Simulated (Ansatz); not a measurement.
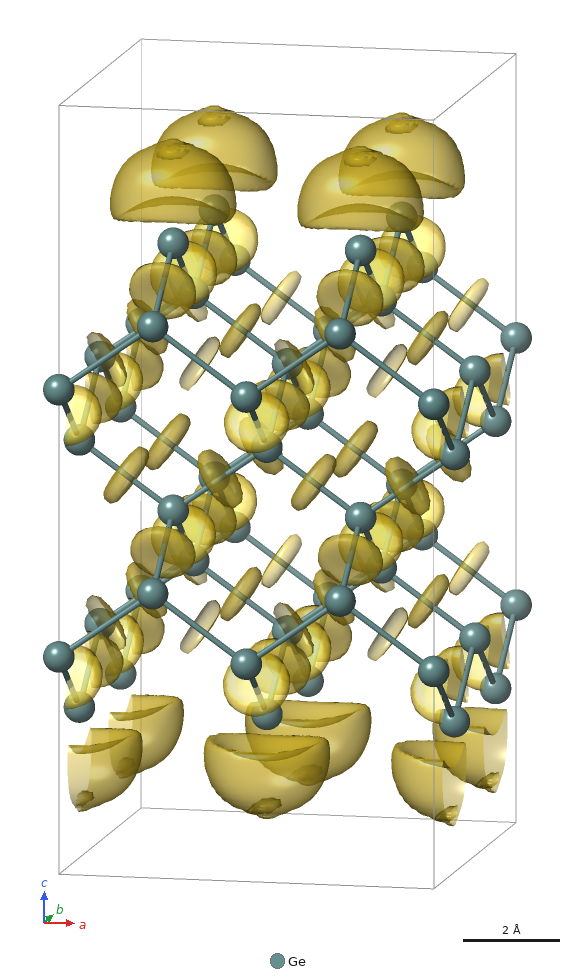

*Ge (slab). Isosurface of the ELF at 0.65 (yellow), seen at an oblique angle. Only the valence region is drawn (cores and ρ < 0.01 e/Å³ removed). Sticks mark near contacts.*

Method: DFT r2SCAN, scalar-relativistic, plane waves, PAW in Ansatz 0.2.0.

Describe the localisation domains.

The surface consists of 14 regions between bonded Ge–Ge atoms and two lobes on Ge, pointing away from the bonds (lone pairs), counted in one cell of 8 atoms. Counts are for one cell; the picture repeats the cell along the surface. Along the contacts the grid gives the following. Ge–Ge (2.46 Å): the ELF peaks at about 0.80 between the atoms.

Metal or insulator at this level of theory?

It is metallic or semimetallic at this level of theory: no gap opens.
